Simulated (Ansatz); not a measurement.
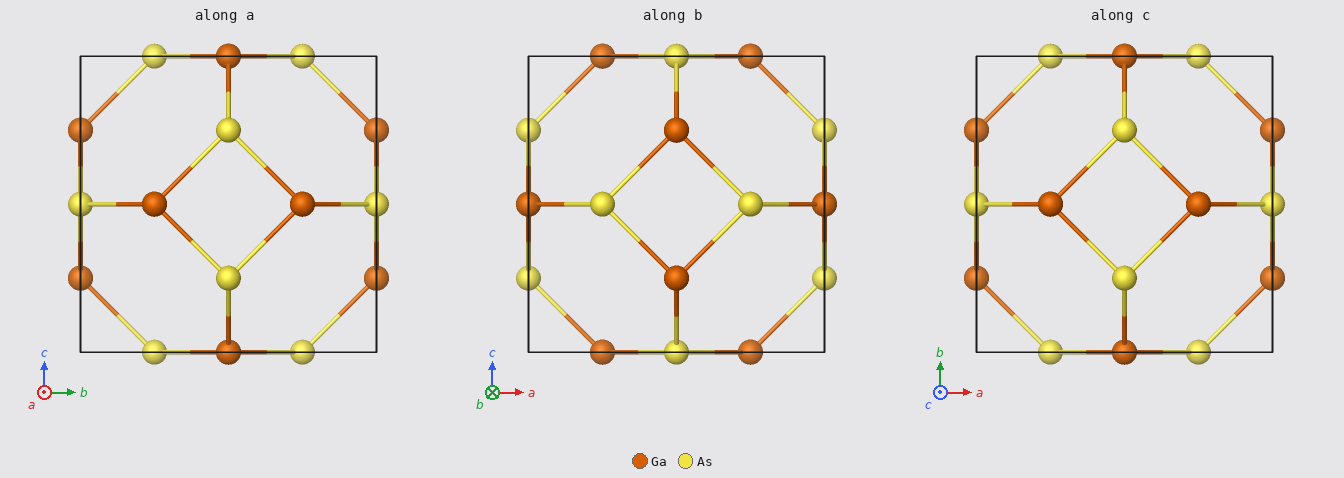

An orthographic ball-and-stick view of the structure, along the a axis, along the b axis and along the c axis. The conventional unit cell is outlined; an atom on or near a face, edge or corner is repeated at each equivalent position.

Lattice parameters: a = 7.085 Å, b = 7.085 Å, c = 7.085 Å, α = 90.00°, β = 90.00°, γ = 90.00°.

Question: Set out the cell and atoms as a table of Wyckoff sites.

Answer: Space group Pm-3n (No. 223).
```csv
atom,site,x,y,z
Ga,6d,0.5000,0.0000,0.7500
As,6c,0.0000,0.5000,0.7500
```

It goes back to a structure type filled with these elements by a generator (whether the compound takes this form wasn't checked). A relaxation with DFT PBE, scalar-relativistic, plane waves, PAW (Ansatz) gave the geometry drawn.
